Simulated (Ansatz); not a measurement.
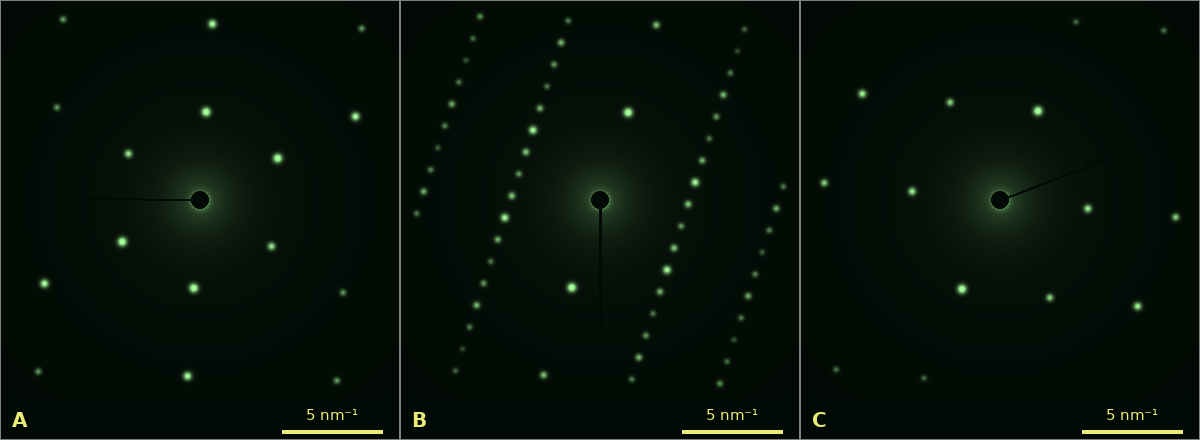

Simulated selected-area electron diffraction patterns (300 kV, kinematic approximation, thin crystal, B = 0.5 Å² for all atoms).

All three come from Ru, space group P6_3/mmc (No. 194), a = 2.710 Å, c = 8.701 Å (hexagonal axes). Structure: the geometry relaxed with DFT, PBE, plane waves (420 eV) with PAW, scalar-relativistic in Ansatz; the starting structure was generated, so it need not be a known form of this composition.

Assign the zone axes [100], [101], [311] to A, B and C.

A is [101]: centred rectangular net of 0 1 0 at d = 2.35 Å and 1 0 -1 at d = 2.27 Å, at 61.1°. B is [100]: rectangular net of 0 0 1 (itself extinct) at d = 8.70 Å and 0 1 0 at d = 2.35 Å, at 90.0°. C is [311]: oblique net of 0 1 -1 at d = 2.27 Å and -1 1 2 at d = 2.07 Å, at 72.5°.
